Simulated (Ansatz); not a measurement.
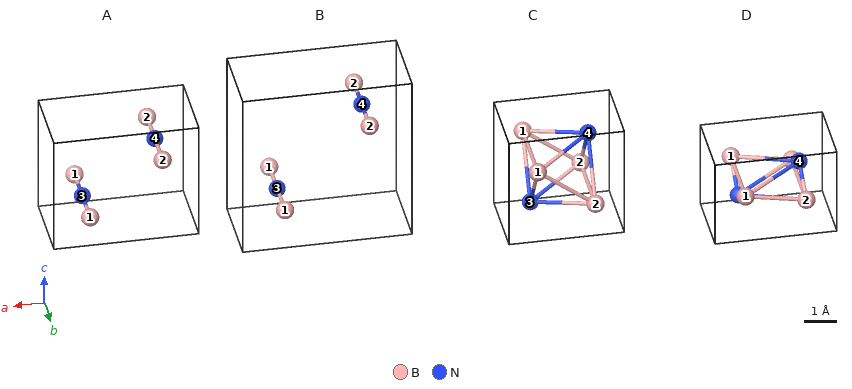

4 geometries from one relaxation of solid BN (built on the AuCd (B19)_51 type) (coarse preliminary run), in shuffled order. A ball-and-stick model of the cell of the calculation, seen from a free direction.

Case: AuCd (B19) type (Pmma, No. 51).

Theory: DFT PBE, scalar-relativistic, plane waves, PAW in Ansatz. (plane-wave cutoff 420 eV; k-point mesh 4 × 6 × 4; occupations gaussian; smearing width 0.1 eV; no spin polarisation; cell and atoms relaxed; force threshold 0.04 eV/Å; at most 70 steps)

Q: Order the frames from highest to lowest energy.

A: C, D, A, B. They are steps 0, 8, 17, 40, at +14.426 eV per cell of the calculation, +6.152 eV per cell of the calculation, +0.847 eV per cell of the calculation relative to the last. The energy falls by 14.426 eV per cell of the calculation in 33 accepted moves (40 points after the start). Largest force component: 0.96 eV/Å at the start, 0.0049 eV/Å at the end. The pressure goes from −33.95 to 0.12 GPa. The line search rejected the trial steps at points 25, 36, 37 of the run. At 4 points the geometry stayed and the basis and grid were re-selected for the new cell (energy shift of 0.306 eV per cell of the calculation at most each time). The largest moves relative to the cell, 2.52 Å, are those of B1 and B2. B2 goes along +c. Largest moves by element: B 2.52 Å, N 0.36 Å. Cell: a 3.790 → 5.563 Å (+46.8 %), b 2.508 → 2.623 Å (+4.6 %), c 3.870 → 5.772 Å (+49.2 %). Volume +128.9 %. Near-neighbour distances that change, for instance: B1–N3 2.309 → 5.918 Å, B1–N4 2.323 → 4.215 Å, B1–B2 2.384 → 4.006 Å, B1–N3 (another image) 2.302 → 1.311 Å. The space group (tolerance 0.01 Å) goes from Pmma (No. 51) to Cmmm (No. 65). The run took 69 s on 1 thread of Arm Neoverse V1 (shared host), peak memory 0.34 GiB.
